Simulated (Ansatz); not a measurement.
**Al: density, localisation and related maps**

```xyz
8
Lattice="5.1022 0.0000 0.0000 0.0000 5.1022 0.0000 0.0000 0.0000 5.1022" Properties=species:S:1:pos:R:3 pbc="T T T"
Al    0.0000    0.0000    0.0000
Al    2.5511    2.5511    2.5511
Al    1.2755    0.0000    2.5511
Al    3.8266    0.0000    2.5511
Al    2.5511    1.2755    0.0000
Al    2.5511    3.8266    0.0000
Al    0.0000    2.5511    1.2755
Al    0.0000    2.5511    3.8266
```

Space group Pm-3n; set up as Al, A15; a generated structure, not necessarily the stable one.

Theory: DFT, PBEsol, plane waves (420 eV) with PAW, scalar-relativistic in Ansatz.

In a PAW calculation such maps are meaningful between the atoms, not at the nuclei.

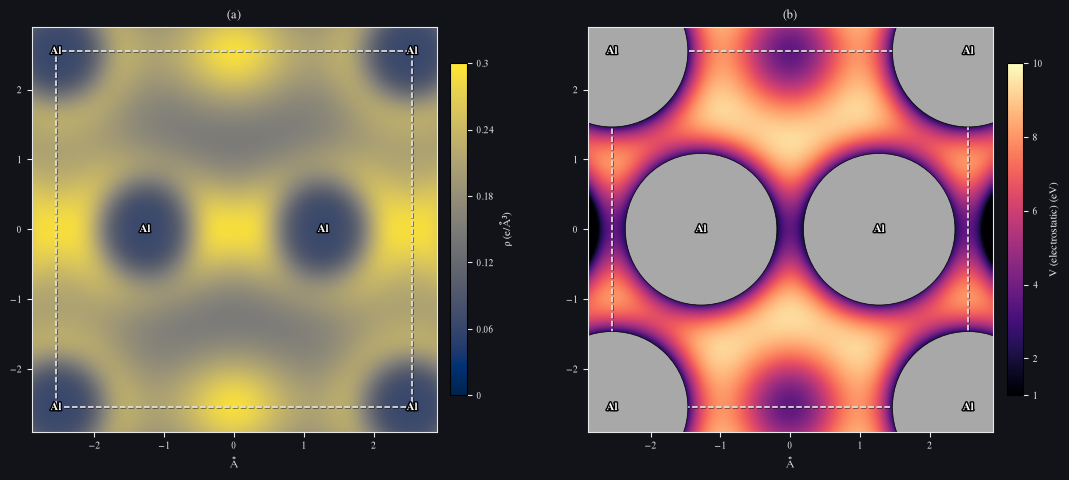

Figure 1. (a) valence electron density; (b) electrostatic potential (local pseudopotential plus Hartree) felt by an electron on the (100) plane of the conventional cell. Grey discs cover the atomic cores in the potential map.

What do the fields say about this system?

Answer. The plane passes through Al nuclei. Al–Al (2.55 Å): ρ is about 0.29 e/Å³ halfway. Al–Al (2.85 Å): the density is about 0.2 e/Å³ at the midpoint. Between the atoms the lowest density in this plane is 0.15 e/Å³. Outside the cores the potential energy rises away from the atoms and is highest about 1.8 Å from the nearest atoms; its zero is arbitrary.

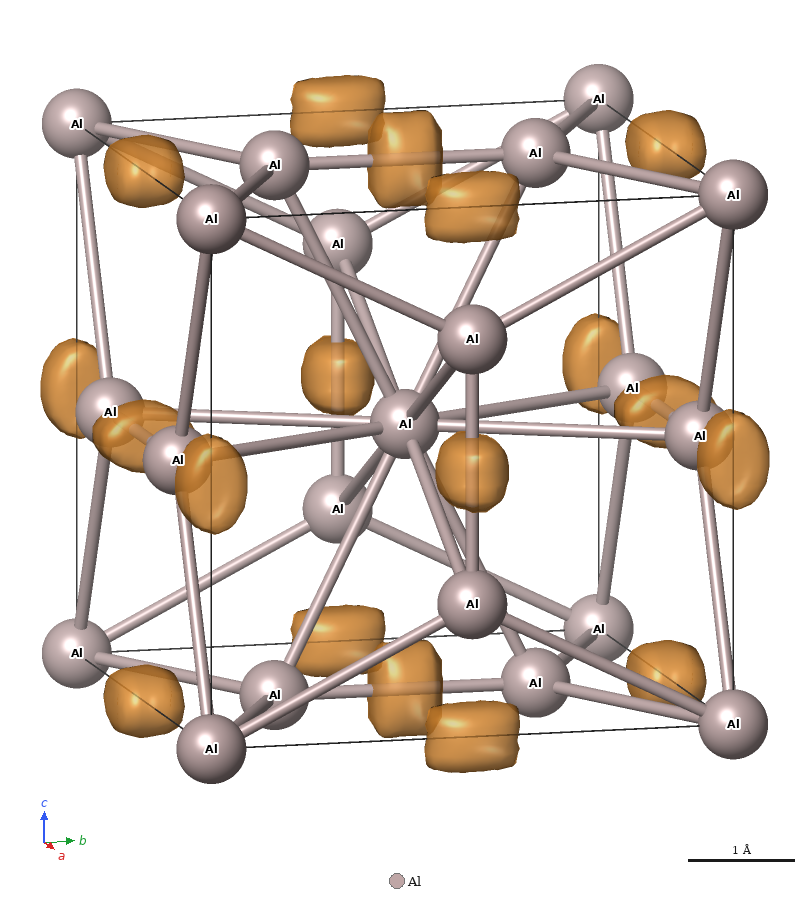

Figure 2. Isosurface of the ELF at 0.75 (orange), seen slightly off an axis. Core shells and regions of very low density are left out. Sticks mark near contacts.

Where are the electrons localised?

Answer. The surface consists of six regions between bonded Al–Al atoms, counted in one cell of 8 atoms. Any copies at cell faces, edges or corners count once.


Al–Al (2.55 Å): the ELF peaks at about 0.80 between the atoms. Al–Al (2.85 Å): the ELF peaks at about 0.65 between the atoms.

Does the calculation make it a metal, or give it a gap?

Answer. It is metallic or semimetallic at this level of theory: no gap opens.
